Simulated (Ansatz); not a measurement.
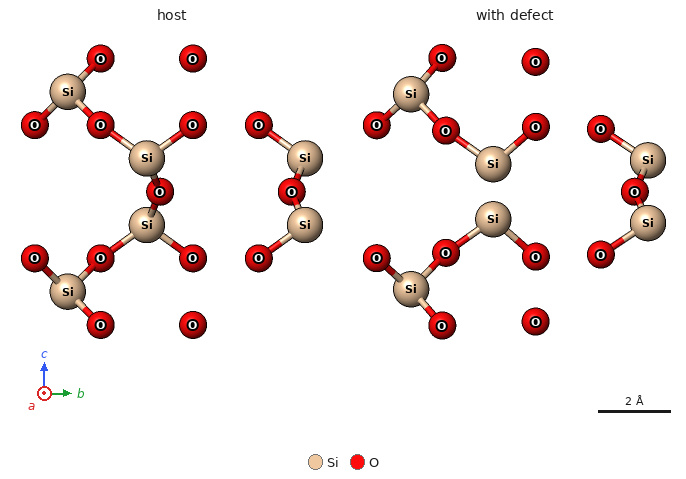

Left: perfect SiO2. Right: the same region with one point defect, after relaxing the atoms in a supercell of 36 sites. The picture is a ball-and-stick view of the atoms within 4.6 Å of one point, in a slice 5.0 Å thick across the line of sight, seen along the a axis.

Theory: DFT PBE, scalar-relativistic, plane waves, PAW in Ansatz 0.2.0. (plane-wave cutoff 420 eV; k-point mesh 2 × 2 × 2; occupations gaussian; smearing width 0.01 eV; mesh shifted by (0.5, 0.5, 0.5); no spin polarisation) The cell is small and the k-mesh coarse, so the numbers are rough. The axes drawn are those of the host's conventional cell.

Which defect is it?

Answer. An oxygen atom is taken out (a vacancy).

The charge state of the cell is 0.

What does the relaxation do around it?

Answer. Around the empty O site the host had 2 Si at 1.62 Å; after relaxation the nearest atoms are 2 Si at 1.35 Å. Of the host's atoms, a silicon atom moves furthest from its site, by 0.28 Å. Relaxing the atoms from the host's sites lowers the energy by 0.68 eV. At a tolerance of 0.02 Å the relaxed supercell has space group P2.
